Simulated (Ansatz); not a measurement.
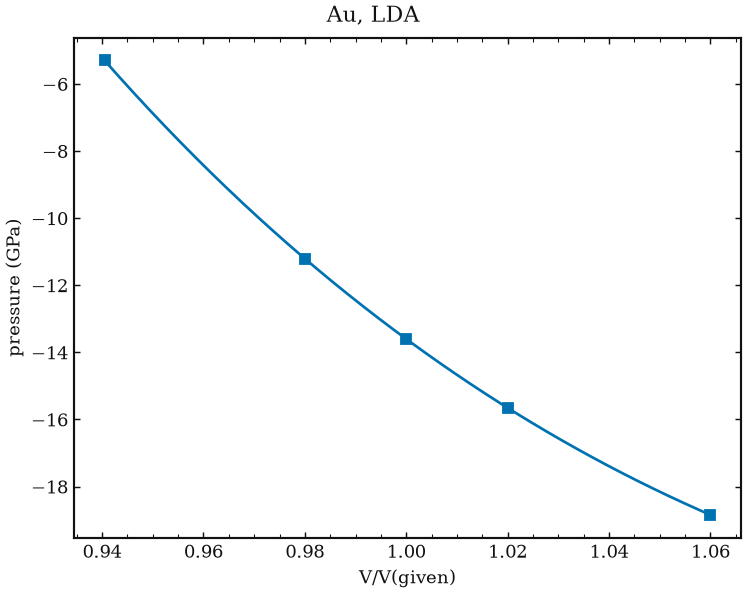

The plot gives the computed pressure against V/V(given) for Au, space group Fm-3m (No. 225).

Cell as given: a = 2.950 Å, b = 2.950 Å, c = 2.950 Å, α = 60.00°, β = 60.00°, γ = 60.00°; 1 atom.

Calculation (Ansatz 0.2.0): periodic Kohn-Sham DFT of a crystal at fixed atoms, scaled to the stated factor times the given cell; pressure positive in compression. Level: LDA, no spin-orbit coupling.

| setting | value |
| --- | --- |
| method | frozen-core PAW |
| relativity | scalar |
| k mesh | 15×15×15 |
| occupations | Fermi–Dirac |
| smearing width | 0.03 eV |
| wave cutoff | 420 eV |
| PAW set | soft_2 |

V(given) is 18.14 Å³/atom.

How does the pressure vary with V/V(given)?

It falls from −5.3 GPa at V/V(given) 0.941 to −18.8 GPa at 1.060.

Caveats: PAW files made with PBE; no spin-orbit coupling on heavy atoms; the volumes run don't bracket the minimum of the energy, so any equilibrium value is extrapolated.

The computed values:

```tsv
V/V(given)	pressure (GPa)
0.941	-5.3
0.980	-11.2
1.000	-13.6
1.020	-15.7
1.060	-18.8
```
